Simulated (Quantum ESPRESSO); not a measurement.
**AlNi₃: 7 runs along one coordinate**

System: AlNi₃ (4 atoms in the cell).
Method: Kohn-Sham DFT of a periodic cell, LDA, GBRV 1.5 LDA, spin-polarised (Quantum ESPRESSO 7.5).

The 7 runs differ only in the geometry, by an even scaling of the cell at fixed fractional positions. The structure derives from a Materials Project entry.

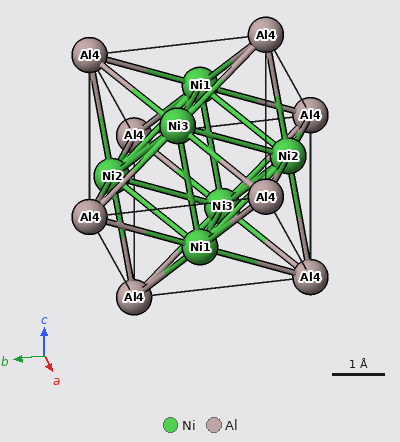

Figure 1. The structure of run 4 (ball-and-stick view of the cell of the calculation, seen at an oblique angle; atoms are numbered from 1 in the order of the input). An atom can appear more than once, as a periodic image.

### Input of run 4
```
&CONTROL
  calculation = 'scf'
  prefix = 'pwscf'
  outdir = './tmp'
  pseudo_dir = './pseudo'
  tprnfor = .true.
  tstress = .true.
  disk_io = 'nowf'
/
&SYSTEM
  ibrav = 0
  nat = 4
  ntyp = 2
  ecutwfc = 45
  ecutrho = 360
  nbnd = 42
  occupations = 'smearing'
  smearing = 'fd'
  degauss = 0.00367493
  nspin = 2
  starting_magnetization(1) = 0.0556
  starting_magnetization(2) = 0
/
&ELECTRONS
  conv_thr = 8d-10
  electron_maxstep = 120
  mixing_beta = 0.3
/
ATOMIC_SPECIES
Ni    58.6934 ni_lda_v1.4.uspp.F.UPF
Al    26.9815 al_lda_v1.uspp.F.UPF
CELL_PARAMETERS angstrom
   3.5230547267    0.0000000000    0.0000000000
   0.0000000000    3.5230547267    0.0000000000
   0.0000000000    0.0000000000    3.5230547267
ATOMIC_POSITIONS crystal
Ni     0.5000000000    0.5000000000    0.0000000000
Ni     0.5000000000    0.0000000000    0.5000000000
Ni     0.0000000000    0.5000000000    0.5000000000
Al     0.0000000000    0.0000000000    0.0000000000
K_POINTS automatic
8 8 8 0 0 0
```

Command:
```bash
OMP_NUM_THREADS=1 mpirun -n 2 pw.x -nk 2 -in pw.in > pw.out
```

Run 6 differs from it as follows:
```diff
-   3.5230547267    0.0000000000    0.0000000000
-   0.0000000000    3.5230547267    0.0000000000
-   0.0000000000    0.0000000000    3.5230547267
+   3.5694160265    0.0000000000    0.0000000000
+   0.0000000000    3.5694160265    0.0000000000
+   0.0000000000    0.0000000000    3.5694160265
```

### Results, with one run withheld

| run | volume per atom (Å³) | free energy per atom, from the lowest run given (meV) | pressure (GPa) |
| --- | --- | --- | --- |
| 1 | 10.276 | 5.30 | 6.16 |
| 2 | 10.495 | 0.00 | 1.15 |
| 3 | 10.713 | 1.13 | −3.34 |
| 4 | 10.932 | 8.06 | −7.31 |
| 5 | 11.151 | 20.10 | −10.89 |
| 6 | 11.369 | ? | ? |
| 7 | 11.588 | 57.44 | −16.75 |

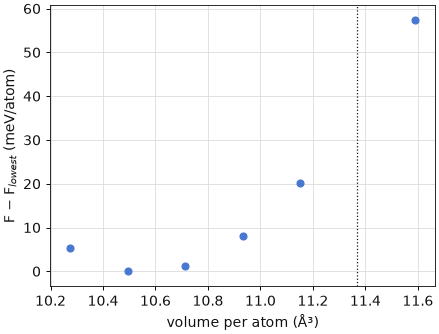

Figure 2. Free energy per atom of the runs given; the dotted line marks run 6.

What should run 6 give?

A cubic polynomial in V^(−2/3) (the Birch–Murnaghan form), fitted to the 6 runs given, misses them by at most 0.01 meV per atom. With x = V^(−2/3) − 0.20410 Å⁻², it reads F = 4.6578 − 2726.8 x + 3.7336e+05 x² + 4.384e+05 x³ (meV per atom). At run 6 it gives 36.68 meV per atom, and the run itself gives 36.72. The slope of the fit gives a pressure −dF/dV of −13.74 GPa there, and the run prints −13.96 GPa. The two needn't agree exactly: the fit is approximate, and the printed stress is taken on a finite basis. The fit has its minimum at 10.562 Å³ per atom, where V d²F/dV² gives 220 GPa: the bulk modulus at this level, since symmetry fixes the shape and the positions.

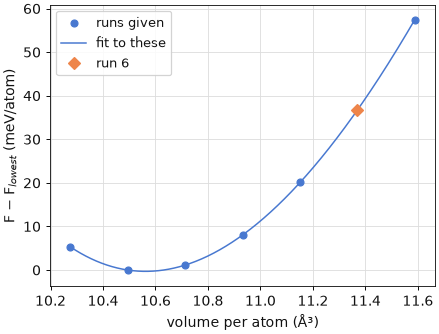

Figure 3. The fit and the withheld run.

### Some lines of the output (run 6)
```
[...]
     total energy              =   -1036.36859430 Ry
     total energy              =   -1036.36798265 Ry
     total energy              =   -1036.36834400 Ry
     total energy              =   -1036.36806090 Ry
     total energy              =   -1036.36823624 Ry
     total energy              =   -1036.36824068 Ry
     total energy              =   -1036.36824406 Ry
     total energy              =   -1036.36824617 Ry
     total energy              =   -1036.36824618 Ry
     the Fermi energy is    15.0506 ev
!    total energy              =   -1036.36824618 Ry
     The total energy is F=E-TS. E is the sum of the following terms:
     Computing stress (Cartesian axis) and pressure
          total   stress  (Ry/bohr**3)                   (kbar)     P=     -139.55
```
